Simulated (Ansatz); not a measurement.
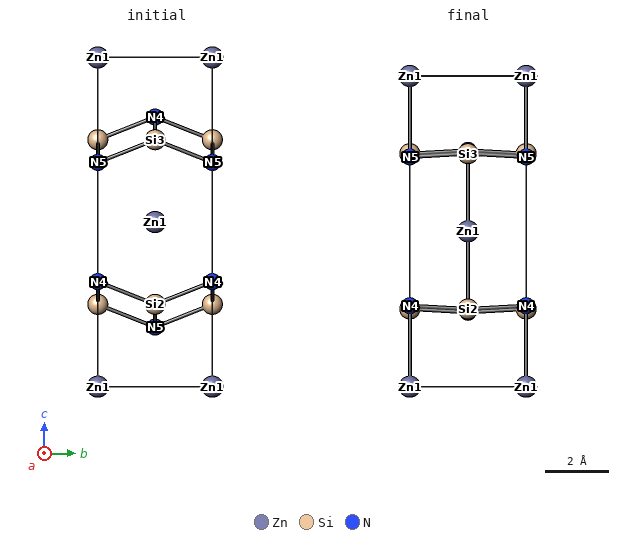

The structure of crystalline ZnSi2N2 (a generated structure, set up in I4/mmm) (coarse preliminary run) before (left) and after (right) a relaxation, at one scale.

A ball-and-stick model of the conventional cell (2 times the calculation's cell), seen along the a axis. Lengths and directions refer to the drawn axes.

All numbers below come from DFT PBE, scalar-relativistic, plane waves, PAW (Ansatz). Settings: plane-wave cutoff 420 eV; k-point mesh 6 × 6 × 6; occupations gaussian; smearing width 0.1 eV; no spin polarisation; cell and atoms relaxed; force threshold 0.04 eV/Å; at most 70 steps.

Summarise the run.

Answer. The largest moves relative to the cell, 0.58 Å, are those of N4 and N5. N5 goes along +c. Zn and Si stay in place. The volume changes by −2.6 %, with a = b 3.671 → 3.729 Å (+1.6 %), c 10.548 → 9.953 Å (−5.6 %). Some distances before and after: Zn1–N4 3.365 → 2.592 Å, Si2–N4 1.974 → 1.868 Å. Bond angles that change, for instance: Si2–N5–Si2 136.7° → 173.6°, N4–Si2–N4 136.7° → 173.6°, Si2–N5–Si3 82.2° → 89.8°. The space group stays I4/mmm (No. 139). After 6 accepted moves (8 points after the start) the energy has fallen by 256 meV per atom. The largest force component goes from 1.2 to 0.017 eV/Å. The pressure goes from 0.52 to −0.06 GPa. The line search rejected the trial step at point 4 of the run. At 1 point the geometry stayed and the basis and grid were re-selected for the new cell (energy shift of 0.3 meV per atom at most each time).
